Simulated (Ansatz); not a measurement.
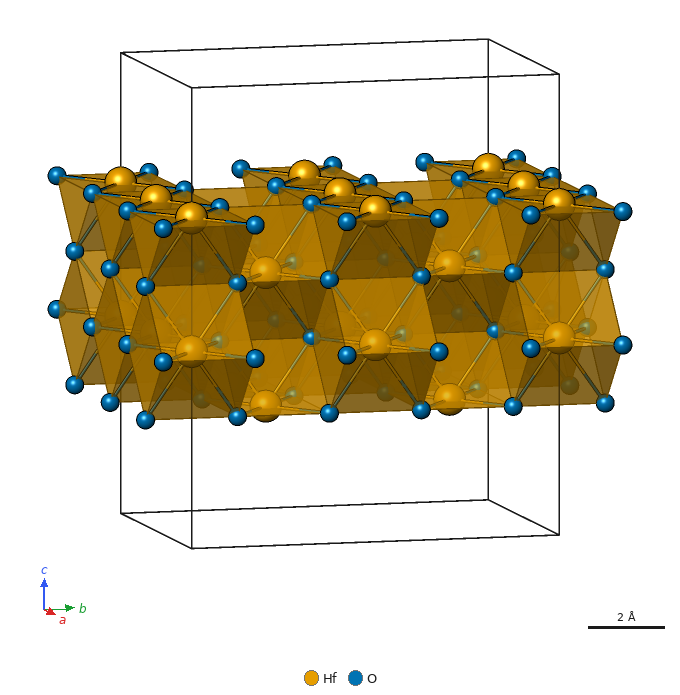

Figure 1. The structure as given in the input (polyhedral view of the 1 × 2 repeat of the cell, with the vacuum cut short, seen slightly off an axis; polyhedra are completed across the faces of the cell). An atom can appear more than once, as a periodic image.

# Geometry relaxation of HfO2 (part 1 of 3)

The run: geometry relaxation of HfO2 (slab, 24 atoms in the cell). Method and program: DFT PBE+D3(BJ), scalar-relativistic, plane waves, PAW, no spin polarisation (Ansatz 0.2.0).

The structure derives from an entry of the Crystallography Open Database. The input holds or restrains some coordinates. Forces given for the steps count only the free coordinates. It belongs to a series of runs on one base structure; here: clean slab, lower planes held.

## Input
```yaml
crystal:
  lattice:
    - [7.1741418973, 0.0, 0.0]
    - [0.0, 5.0728843847, 0.0]
    - [0.0, 0.0, 21.3806064229]
  atoms:
    - { symbol: Hf, position: [0.25, 0.5, 0.374170865] }
    - { symbol: Hf, position: [0.75, 0.5, 0.374170865] }
    - { symbol: O, position: [0.5, 0.75, 0.374170865] }
    - { symbol: O, position: [0.0, 0.75, 0.374170865] }
    - { symbol: O, position: [0.5, 0.25, 0.374170865] }
    - { symbol: O, position: [0.0, 0.25, 0.374170865] }
    - { symbol: Hf, position: [0.5, 0.0, 0.458056955] }
    - { symbol: Hf, position: [0.0, 0.0, 0.458056955] }
    - { symbol: O, position: [0.75, 0.25, 0.458056955] }
    - { symbol: O, position: [0.25, 0.25, 0.458056955] }
    - { symbol: O, position: [0.75, 0.75, 0.458056955] }
    - { symbol: O, position: [0.25, 0.75, 0.458056955] }
    - { symbol: Hf, position: [0.75, 0.5, 0.541943045] }
    - { symbol: Hf, position: [0.25, 0.5, 0.541943045] }
    - { symbol: O, position: [0.0, 0.75, 0.541943045] }
    - { symbol: O, position: [0.5, 0.75, 0.541943045] }
    - { symbol: O, position: [0.0, 0.25, 0.541943045] }
    - { symbol: O, position: [0.5, 0.25, 0.541943045] }
    - { symbol: Hf, position: [0.0, 0.0, 0.625829135] }
    - { symbol: Hf, position: [0.5, 0.0, 0.625829135] }
    - { symbol: O, position: [0.25, 0.25, 0.625829135] }
    - { symbol: O, position: [0.75, 0.25, 0.625829135] }
    - { symbol: O, position: [0.25, 0.75, 0.625829135] }
    - { symbol: O, position: [0.75, 0.75, 0.625829135] }
basis:
  ecutwfc: 420
kpoints:
  mp_grid: { grid: [2, 3, 1] }
hamiltonian:
  xc: pbe
  dispersion: d3bj
scf:
  occupations: { method: gaussian, width: 0.05 }
output:
  forces: true
  eigenvalues: true
  write_density: true
  write_potential: true
  elf: true
  volumetric_format: npy
relax:
  adjacent_minimum: "off"
  f_tol: 0.03
  max_steps: 70
  constraints: [{ sites: [0, 1, 2, 3, 4, 5, 6, 7, 8, 9, 10, 11] }]
efield:
  axis: 3
  dipole_correction: true
  ramp_width: 0.04
```

Launched with:
```bash
ansatz run input.yaml --threads 4 --pin off --max-ram 12288MiB --backend cpu --events-out ev --progress --plain --runs-dir out
```

## The program's output
```
Engine: ansatz 0.2.0, x86_64-unknown-linux-gnu
Pseudopotentials: kind: paw
Pseudopotential: Hf, paw, valence charge 26, recommended cutoff 420 eV (normal), Hf.paw.azcp
Pseudopotential: O, paw, valence charge 6, recommended cutoff 420 eV (normal), O.paw.azcp
Functional definition: PBE
  parameter kappa = 0.804
  parameter beta = 0.06672455060314922
  exchange = pbe_x(kappa = kappa, mu = beta*pi^2/3)
  correlation = pbe_c(beta = beta)
Crystal: 24 atoms, lattice volume = 778.117 Å³
Basis set: ecut = 420 eV, 15229 PW (Γ), exchange–correlation on 96×72×288 points (8 copies of the dense FFT grid, shifted against one another)
Bands: 183, of which v1, the nominal top of the filled ones, is band 152 counted from 1 (151 counted from 0)
Symmetry: 8 space group operations
k-points: 4 of 6
Non-local potential: Hf, projectors of the file, l = 0: 3, l = 1: 2, l = 2: 2, l = 3: 3
Non-local potential: O, projectors of the file, l = 0: 2, l = 1: 2, l = 2: 1
PAW form: soft (Blöchl's): semilocal exchange-correlation on the pseudo side does not see the compensation charge
PAW one-centre angular grid: Hf, 590 points (default); XC on 64 Gauss nodes
PAW one-centre angular grid: O, 110 points (default); XC on 64 Gauss nodes
Initial density: superposition of atomic densities (neutral atoms: chi_scale 0, normalization atom), corrected by the library's trained network
Initial wavefunctions: pseudopotential atomic-orbital guess
Functional: x = pbe(κ = 0.804, μ = 0.2195149727645171), c = pbe(β = 0.06672455060314922)
SCF iter   1: F=—  HF=-134886.190083 eV  |F-HF|=—  |Δ(HF+E_count)|=         —  Δρ=4.53e-3  dr2=2.06e-1  ethr=1.77e-3  p=-0.000 e·Å  D=-4.07e-14 V/Å  ΔV_dip=0.00 eV  dr2_dipole=6.98e-11  V_vac-E_F(+/−)=3.19/3.19 eV  ⟨swp⟩=6.0  Hψ=2638  notcnv=0  defer=26
efield: sawtooth ramp at fractional position 0.9800 (placed from the atoms, in the widest stretch of the axis that holds none; the zero of the levels goes with the place), width 0.0400; the density the first Hamiltonian is built on has a dipole p = -0.000 e·Å; the dipole correction subtracts the counter field D = -4.07e-14 V/Å, which shifts the + side's vacuum level by +0.00 eV against the − side's; the planar-averaged density in the ramp window peaks in size at 1.1e-5 e/Å³
preconditioner: auto → Resta (q_TF=auto, 2.333 Å⁻¹)  ε∞=2.8  [insulator: Δε(μ)=1.775 eV  Ē_g=16.882 eV  σ=0.050 eV  W_gap=1.00  n_scr=172 (ndim 8)  ℏωp=22.6 eV  f_vac=0.620  D(μ)=0.00/eV (n_scr^D=0)  ε∞_Penn≈2.8  vacuum switching on, ρ_ref=2.1e-2 e/Å³]
SCF iter   2: F=—  HF=-134886.182745 eV  |F-HF|=—  |Δ(HF+E_count)|=   7.34e-3  Δρ=3.08e-3  dr2=5.13e-2  ethr=6.76e-5  p=-0.000 e·Å  D=-1.03e-6 V/Å  ΔV_dip=0.00 eV  dr2_dipole=1.33e-10  V_vac-E_F(+/−)=2.88/2.88 eV  ⟨swp⟩=2.0  Hψ=1308  notcnv=0  defer=108
SCF iter   3: F=—  HF=-134886.175677 eV  |F-HF|=—  |Δ(HF+E_count)|=   7.07e-3  Δρ=8.97e-4  dr2=7.21e-3  ethr=1.69e-5  p=-0.000 e·Å  D=-1.16e-6 V/Å  ΔV_dip=0.00 eV  dr2_dipole=1.09e-11  V_vac-E_F(+/−)=2.86/2.86 eV  ⟨swp⟩=2.0  Hψ=1075  notcnv=0  defer=108
SCF iter   4: F=—  HF=-134886.177368 eV  |F-HF|=—  |Δ(HF+E_count)|=   1.69e-3  Δρ=2.41e-4  dr2=4.64e-4  ethr=2.37e-6  p=0.000 e·Å  D=3.81e-7 V/Å  ΔV_dip=-0.00 eV  dr2_dipole=4.05e-11  V_vac-E_F(+/−)=2.73/2.73 eV  ⟨swp⟩=2.0  Hψ=824  notcnv=0  defer=108
SCF iter   5: F=—  HF=-134886.177411 eV  |F-HF|=—  |Δ(HF+E_count)|=   4.32e-5  Δρ=9.70e-5  dr2=6.19e-5  ethr=1.53e-7  p=-0.000 e·Å  D=-5.24e-8 V/Å  ΔV_dip=0.00 eV  dr2_dipole=2.12e-11  V_vac-E_F(+/−)=2.70/2.70 eV  ⟨swp⟩=2.2  Hψ=1233  notcnv=0  defer=108
SCF iter   6: F=-134886.177440 eV  HF=-134886.177439 eV  |F-HF|=1.19e-6  |Δ(HF+E_count)|=   2.82e-5  Δρ=4.71e-5  dr2=1.60e-5  ethr=7.40e-9  p=0.000 e·Å  D=3.56e-7 V/Å  ΔV_dip=-0.00 eV  dr2_dipole=1.59e-11  V_vac-E_F(+/−)=2.70/2.70 eV  ⟨swp⟩=21.8  Hψ=8804  notcnv=0
SCF 1 converged in 6 iterations: F = -134886.177440 eV  dr2 = 1.60e-5
  greatest PAW one-centre occupation: 0.999 electrons in one spin orbital (limit 2), on the Hf atom at site 13 (counted from 0), in its partial waves of l = 3
relax step   1: F+E_penalty+E_count = -134886.17744043 eV  Δ(F+E_penalty+E_count) = +0.000e0 eV  max|allowed force component| = 4.196e0 eV/Å  Δτ_max = 0.0000 Å  (6 SCF iters, dr2 threshold 2.25e-5 eV, accepted)
Initial density: handed on by an earlier stage of this run
Initial wavefunctions: those handed on with the density
iter 1 solved again at ethr=3.15e-4 eV; its pass at ethr=3.10e-3 eV (dr2=9.57e-1 eV) is discarded
SCF iter   1: F=—  HF=-134887.569380 eV  |F-HF|=—  |Δ(HF+E_count)|=         —  Δρ=8.01e-3  dr2=9.57e-1  ethr=3.15e-4  p=0.000 e·Å  D=4.17e-7 V/Å  ΔV_dip=-0.00 eV  dr2_dipole=4.53e-2  V_vac-E_F(+/−)=2.67/2.67 eV  ⟨swp⟩=1.0  Hψ=2681  notcnv=0  defer=99
efield: sawtooth ramp at fractional position 0.9800 (handed on by an earlier solve), width 0.0400; the density the first Hamiltonian is built on has a dipole p = 0.000 e·Å; the dipole correction subtracts the counter field D = 4.17e-7 V/Å, which shifts the + side's vacuum level by -0.00 eV against the − side's; the planar-averaged density in the ramp window peaks in size at 6.0e-6 e/Å³
preconditioner: auto → Resta (q_TF=auto, 2.333 Å⁻¹)  ε∞=2.8  [insulator: Δε(μ)=1.665 eV  Ē_g=17.061 eV  σ=0.050 eV  W_gap=1.00  n_scr=172 (ndim 8)  ℏωp=22.6 eV  f_vac=0.626  D(μ)=0.00/eV (n_scr^D=0)  ε∞_Penn≈2.8  vacuum switching on, ρ_ref=2.1e-2 e/Å³]
SCF iter   2: F=—  HF=-134887.383341 eV  |F-HF|=—  |Δ(HF+E_count)|=   1.86e-1  Δρ=4.53e-3  dr2=1.27e-1  ethr=3.15e-4  p=-0.152 e·Å  D=-3.54e-2 V/Å  ΔV_dip=0.76 eV  dr2_dipole=3.25e-4  V_vac-E_F(+/−)=3.37/2.61 eV  ⟨swp⟩=4.0  Hψ=1116  notcnv=0  defer=99
SCF iter   3: F=—  HF=-134887.379986 eV  |F-HF|=—  |Δ(HF+E_count)|=   3.35e-3  Δρ=2.26e-3  dr2=3.73e-2  ethr=4.16e-5  p=-0.184 e·Å  D=-4.27e-2 V/Å  ΔV_dip=0.91 eV  dr2_dipole=2.48e-3  V_vac-E_F(+/−)=3.59/2.67 eV  ⟨swp⟩=3.0  Hψ=1360  notcnv=0  defer=101
SCF iter   4: F=—  HF=-134887.374616 eV  |F-HF|=—  |Δ(HF+E_count)|=   5.37e-3  Δρ=8.62e-4  dr2=5.61e-3  ethr=1.23e-5  p=-0.223 e·Å  D=-5.18e-2 V/Å  ΔV_dip=1.11 eV  dr2_dipole=5.21e-6  V_vac-E_F(+/−)=3.76/2.65 eV  ⟨swp⟩=2.0  Hψ=1243  notcnv=0  defer=101
SCF iter   5: F=—  HF=-134887.374512 eV  |F-HF|=—  |Δ(HF+E_count)|=   1.04e-4  Δρ=3.14e-4  dr2=6.72e-4  ethr=1.85e-6  p=-0.232 e·Å  D=-5.38e-2 V/Å  ΔV_dip=1.15 eV  dr2_dipole=1.46e-5  V_vac-E_F(+/−)=3.81/2.66 eV  ⟨swp⟩=3.0  Hψ=1237  notcnv=0  defer=101
SCF iter   6: F=—  HF=-134887.374448 eV  |F-HF|=—  |Δ(HF+E_count)|=   6.49e-5  Δρ=1.04e-4  dr2=6.01e-5  ethr=3.29e-8  p=-0.235 e·Å  D=-5.46e-2 V/Å  ΔV_dip=1.17 eV  dr2_dipole=7.62e-7  V_vac-E_F(+/−)=3.83/2.66 eV  ⟨swp⟩=23.5  Hψ=9113  notcnv=0
SCF iter   7: F=-134887.374477 eV  HF=-134887.374476 eV  |F-HF|=1.67e-6  |Δ(HF+E_count)|=   2.82e-5  Δρ=3.67e-5  dr2=8.24e-6  ethr=1.98e-8  p=-0.236 e·Å  D=-5.49e-2 V/Å  ΔV_dip=1.17 eV  dr2_dipole=8.12e-8  V_vac-E_F(+/−)=3.83/2.66 eV  ⟨swp⟩=16.0  Hψ=8098  notcnv=0
SCF 2 converged in 7 iterations: F = -134887.374477 eV  dr2 = 8.24e-6
  greatest PAW one-centre occupation: 0.999 electrons in one spin orbital (limit 2), on the Hf atom at site 7 (counted from 0), in its partial waves of l = 3
relax step   2: F+E_penalty+E_count = -134887.37447744 eV  Δ(F+E_penalty+E_count) = -1.197e0 eV  max|allowed force component| = 1.445e0 eV/Å  Δτ_max = 0.1981 Å  (7 SCF iters, dr2 threshold 1.00e-4 eV, accepted)
SCF iter   1: F=—  HF=-134887.580871 eV  |F-HF|=—  |Δ(HF+E_count)|=         —  Δρ=2.43e-3  dr2=9.28e-2  ethr=2.41e-4  p=-0.236 e·Å  D=-5.49e-2 V/Å  ΔV_dip=1.17 eV  dr2_dipole=2.00e-2  V_vac-E_F(+/−)=3.84/2.67 eV  ⟨swp⟩=3.8  Hψ=1454  notcnv=0  defer=101
efield: sawtooth ramp at fractional position 0.9800 (handed on by an earlier solve), width 0.0400; the density the first Hamiltonian is built on has a dipole p = -0.236 e·Å; the dipole correction subtracts the counter field D = -5.49e-2 V/Å, which shifts the + side's vacuum level by +1.17 eV against the − side's; the planar-averaged density in the ramp window peaks in size at 6.6e-6 e/Å³
preconditioner: auto → Resta (q_TF=auto, 2.333 Å⁻¹)  ε∞=2.7  [insulator: Δε(μ)=1.670 eV  Ē_g=17.148 eV  σ=0.050 eV  W_gap=1.00  n_scr=172 (ndim 8)  ℏωp=22.6 eV  f_vac=0.624  D(μ)=0.00/eV (n_scr^D=0)  ε∞_Penn≈2.7  vacuum switching on, ρ_ref=2.1e-2 e/Å³]
SCF iter   2: F=—  HF=-134887.555173 eV  |F-HF|=—  |Δ(HF+E_count)|=   2.57e-2  Δρ=1.54e-3  dr2=1.41e-2  ethr=3.05e-5  p=-0.153 e·Å  D=-3.55e-2 V/Å  ΔV_dip=0.76 eV  dr2_dipole=2.03e-5  V_vac-E_F(+/−)=3.44/2.68 eV  ⟨swp⟩=2.0  Hψ=1014  notcnv=0  defer=101
SCF iter   3: F=—  HF=-134887.552276 eV  |F-HF|=—  |Δ(HF+E_count)|=   2.90e-3  Δρ=6.97e-4  dr2=3.91e-3  ethr=4.65e-6  p=-0.155 e·Å  D=-3.61e-2 V/Å  ΔV_dip=0.77 eV  dr2_dipole=2.81e-4  V_vac-E_F(+/−)=3.45/2.68 eV  ⟨swp⟩=2.0  Hψ=1104  notcnv=0  defer=101
SCF iter   4: F=—  HF=-134887.551781 eV  |F-HF|=—  |Δ(HF+E_count)|=   4.95e-4  Δρ=3.49e-4  dr2=7.82e-4  ethr=1.29e-6  p=-0.146 e·Å  D=-3.40e-2 V/Å  ΔV_dip=0.73 eV  dr2_dipole=3.44e-7  V_vac-E_F(+/−)=3.40/2.67 eV  ⟨swp⟩=2.0  Hψ=1114  notcnv=0  defer=101
SCF iter   5: F=-134887.551715 eV  HF=-134887.551704 eV  |F-HF|=1.09e-5  |Δ(HF+E_count)|=   7.70e-5  Δρ=8.89e-5  dr2=3.85e-5  ethr=3.29e-8  p=-0.145 e·Å  D=-3.36e-2 V/Å  ΔV_dip=0.72 eV  dr2_dipole=7.67e-7  V_vac-E_F(+/−)=3.40/2.68 eV  ⟨swp⟩=21.0  Hψ=9502  notcnv=0
SCF 3 converged in 5 iterations: F = -134887.551715 eV  dr2 = 3.85e-5
relax step   3: F+E_penalty+E_count = -134887.55171450 eV  Δ(F+E_penalty+E_count) = -1.772e-1 eV  max|allowed force component| = 6.595e-1 eV/Å  Δτ_max = 0.0519 Å  (5 SCF iters, dr2 threshold 1.00e-4 eV, accepted)
SCF iter   1: F=—  HF=-134887.617913 eV  |F-HF|=—  |Δ(HF+E_count)|=         —  Δρ=2.88e-3  dr2=6.68e-2  ethr=4.97e-4  p=-0.145 e·Å  D=-3.36e-2 V/Å  ΔV_dip=0.72 eV  dr2_dipole=6.18e-3  V_vac-E_F(+/−)=3.39/2.67 eV  ⟨swp⟩=3.8  Hψ=1448  notcnv=0  defer=101
efield: sawtooth ramp at fractional position 0.9800 (handed on by an earlier solve), width 0.0400; the density the first Hamiltonian is built on has a dipole p = -0.145 e·Å; the dipole correction subtracts the counter field D = -3.36e-2 V/Å, which shifts the + side's vacuum level by +0.72 eV against the − side's; the planar-averaged density in the ramp window peaks in size at 6.2e-6 e/Å³
preconditioner: auto → Resta (q_TF=auto, 2.333 Å⁻¹)  ε∞=2.7  [insulator: Δε(μ)=1.675 eV  Ē_g=17.123 eV  σ=0.050 eV  W_gap=1.00  n_scr=172 (ndim 8)  ℏωp=22.6 eV  f_vac=0.623  D(μ)=0.00/eV (n_scr^D=0)  ε∞_Penn≈2.7  vacuum switching on, ρ_ref=2.1e-2 e/Å³]
SCF iter   2: F=—  HF=-134887.600810 eV  |F-HF|=—  |Δ(HF+E_count)|=   1.71e-2  Δρ=1.69e-3  dr2=1.55e-2  ethr=2.20e-5  p=-0.098 e·Å  D=-2.28e-2 V/Å  ΔV_dip=0.49 eV  dr2_dipole=2.15e-8  V_vac-E_F(+/−)=3.17/2.68 eV  ⟨swp⟩=2.0  Hψ=1057  notcnv=0  defer=102
SCF iter   3: F=—  HF=-134887.599056 eV  |F-HF|=—  |Δ(HF+E_count)|=   1.75e-3  Δρ=6.97e-4  dr2=5.03e-3  ethr=5.11e-6  p=-0.104 e·Å  D=-2.43e-2 V/Å  ΔV_dip=0.52 eV  dr2_dipole=9.55e-4  V_vac-E_F(+/−)=3.19/2.67 eV  ⟨swp⟩=2.0  Hψ=1110  notcnv=0  defer=102
SCF iter   4: F=—  HF=-134887.598201 eV  |F-HF|=—  |Δ(HF+E_count)|=   8.55e-4  Δρ=2.83e-4  dr2=5.10e-4  ethr=1.66e-6  p=-0.088 e·Å  D=-2.05e-2 V/Å  ΔV_dip=0.44 eV  dr2_dipole=5.38e-6  V_vac-E_F(+/−)=3.11/2.67 eV  ⟨swp⟩=2.0  Hψ=1126  notcnv=0  defer=102
SCF iter   5: F=-134887.598171 eV  HF=-134887.598171 eV  |F-HF|=4.25e-7  |Δ(HF+E_count)|=   3.02e-5  Δρ=8.24e-5  dr2=3.86e-5  ethr=1.70e-8  p=-0.088 e·Å  D=-2.04e-2 V/Å  ΔV_dip=0.44 eV  dr2_dipole=1.77e-7  V_vac-E_F(+/−)=3.11/2.68 eV  ⟨swp⟩=21.5  Hψ=8707  notcnv=0
SCF 4 converged in 5 iterations: F = -134887.598171 eV  dr2 = 3.86e-5
relax step   4: F+E_penalty+E_count = -134887.59817064 eV  Δ(F+E_penalty+E_count) = -4.646e-2 eV  max|allowed force component| = 5.715e-2 eV/Å  Δτ_max = 0.0636 Å  (5 SCF iters, dr2 threshold 5.16e-5 eV, accepted)
SCF iter   1: F=—  HF=-134887.598550 eV  |F-HF|=—  |Δ(HF+E_count)|=         —  Δρ=2.76e-4  dr2=1.07e-3  ethr=1.61e-6  p=-0.088 e·Å  D=-2.04e-2 V/Å  ΔV_dip=0.44 eV  dr2_dipole=4.53e-5  V_vac-E_F(+/−)=3.11/2.68 eV  ⟨swp⟩=2.0  Hψ=1375  notcnv=0  defer=26
efield: sawtooth ramp at fractional position 0.9800 (handed on by an earlier solve), width 0.0400; the density the first Hamiltonian is built on has a dipole p = -0.088 e·Å; the dipole correction subtracts the counter field D = -2.04e-2 V/Å, which shifts the + side's vacuum level by +0.44 eV against the − side's; the planar-averaged density in the ramp window peaks in size at 5.8e-6 e/Å³
preconditioner: auto → Resta (q_TF=auto, 2.333 Å⁻¹)  ε∞=2.7  [insulator: Δε(μ)=1.672 eV  Ē_g=17.116 eV  σ=0.050 eV  W_gap=1.00  n_scr=172 (ndim 8)  ℏωp=22.6 eV  f_vac=0.623  D(μ)=0.00/eV (n_scr^D=0)  ε∞_Penn≈2.7  vacuum switching on, ρ_ref=2.1e-2 e/Å³]
SCF iter   2: F=—  HF=-134887.598311 eV  |F-HF|=—  |Δ(HF+E_count)|=   2.39e-4  Δρ=1.24e-4  dr2=1.29e-4  ethr=3.51e-7  p=-0.092 e·Å  D=-2.13e-2 V/Å  ΔV_dip=0.46 eV  dr2_dipole=2.05e-6  V_vac-E_F(+/−)=3.13/2.68 eV  ⟨swp⟩=2.0  Hψ=1006  notcnv=0  defer=26
SCF iter   3: F=—  HF=-134887.598304 eV  |F-HF|=—  |Δ(HF+E_count)|=   6.21e-6  Δρ=7.49e-5  dr2=3.97e-5  ethr=4.26e-8  p=-0.090 e·Å  D=-2.10e-2 V/Å  ΔV_dip=0.45 eV  dr2_dipole=1.09e-6  V_vac-E_F(+/−)=3.12/2.68 eV  ⟨swp⟩=2.0  Hψ=1198  notcnv=0  defer=26
SCF iter   4: F=—  HF=-134887.598528 eV  |F-HF|=—  |Δ(HF+E_count)|=   2.24e-4  Δρ=2.96e-5  dr2=6.08e-6  ethr=1.31e-8  p=-0.091 e·Å  D=-2.11e-2 V/Å  ΔV_dip=0.45 eV  dr2_dipole=1.64e-7  V_vac-E_F(+/−)=3.13/2.68 eV  ⟨swp⟩=2.0  Hψ=1107  notcnv=0  defer=26
SCF iter   5: F=—  HF=-134887.598529 eV  |F-HF|=—  |Δ(HF+E_count)|=   5.19e-7  Δρ=9.88e-6  dr2=6.24e-7  ethr=2.00e-9  p=-0.090 e·Å  D=-2.10e-2 V/Å  ΔV_dip=0.45 eV  dr2_dipole=2.25e-9  V_vac-E_F(+/−)=3.13/2.68 eV  ⟨swp⟩=3.0  Hψ=1155  notcnv=0  defer=26
SCF iter   6: F=-134887.598529 eV  HF=-134887.598529 eV  |F-HF|=1.27e-8  |Δ(HF+E_count)|=   1.43e-7  Δρ=3.30e-6  dr2=6.99e-8  ethr=3.29e-11  p=-0.090 e·Å  D=-2.10e-2 V/Å  ΔV_dip=0.45 eV  dr2_dipole=3.63e-10  V_vac-E_F(+/−)=3.12/2.68 eV  ⟨swp⟩=16.5  Hψ=6545  notcnv=0
SCF 5 converged in 6 iterations: F = -134887.598529 eV  dr2 = 6.99e-8
relax step   5: F+E_penalty+E_count = -134887.59852891 eV  Δ(F+E_penalty+E_count) = -3.583e-4 eV  max|allowed force component| = 1.919e-2 eV/Å  Δτ_max = 0.0046 Å  (6 SCF iters, accepted)
```

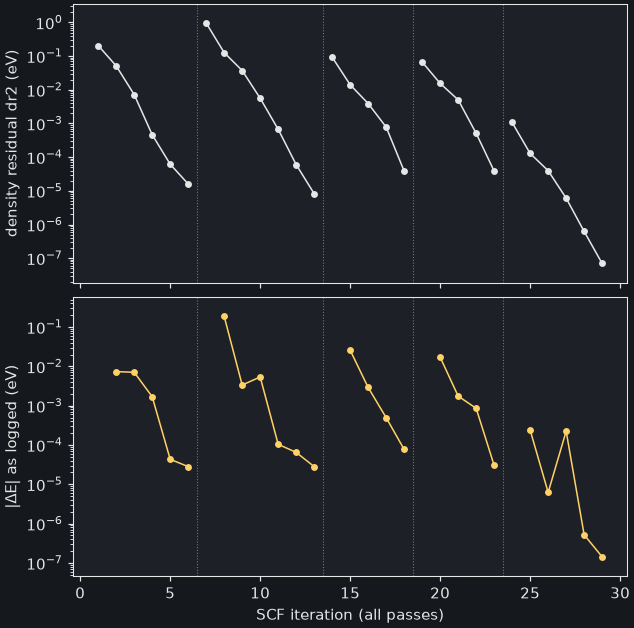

Figure 2. Convergence of the self-consistent field: density residual dr2 and size of the energy change against the SCF iteration. The dotted lines part the SCF passes of the relaxation: geometry steps, rejected trials and re-solves on a re-selected basis. The 5 passes take 5 to 7 iterations each, 29 in all.
